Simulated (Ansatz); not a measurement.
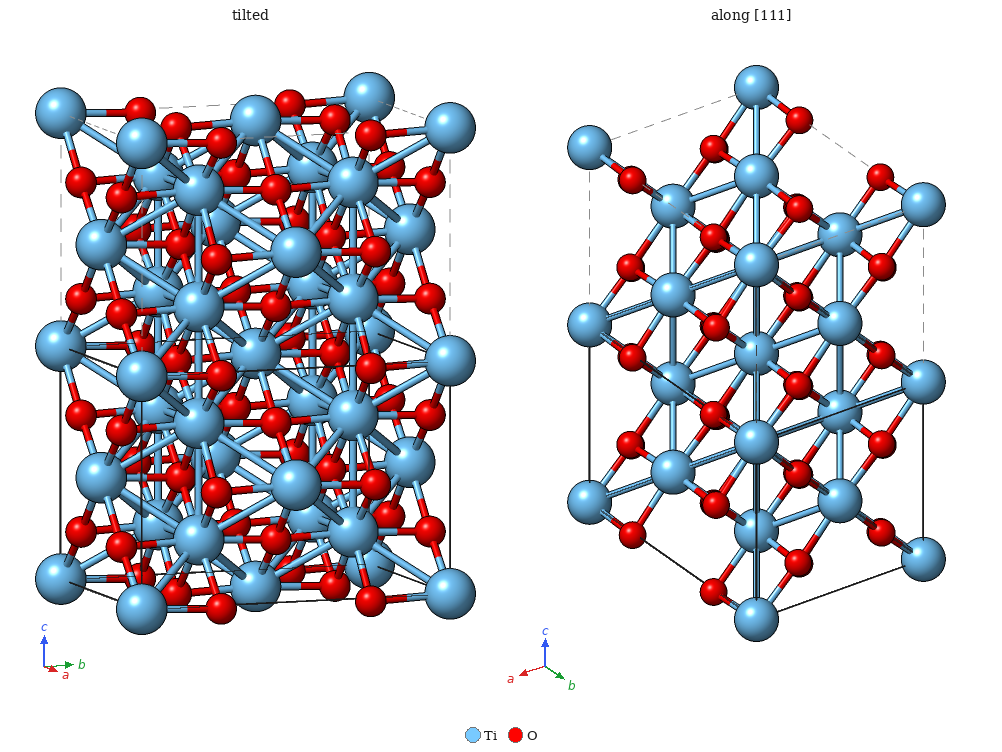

We look at a ball-and-stick model of the crystal slightly off an axis and along [111]. One conventional unit cell is drawn solid; the view covers 1×1×2 cells. Cell: a = 5.798 Å, b = 8.098 Å, c = 5.798 Å, α = 90.00°, β = 90.00°, γ = 90.00°.

Formula: Ti3O4. Its lattice is face-centred orthorhombic, its space group Fmm2 (No. 42). Content of the cell: 12 Ti, 16 O (Z = 4). Counting atoms within bonding range gives coordination numbers of Ti 14 and O 4 to 5 (mean 4.5).

Starting structure: a structure listed in the Materials Project. The cell was then strained or its atoms displaced on purpose. It was run through Ansatz as a DFT input.

At this level of theory the run's own cell isn't at rest (forces up to 1.2 eV/Å), so its distances can differ from those at equilibrium, the more so the softer the solid.
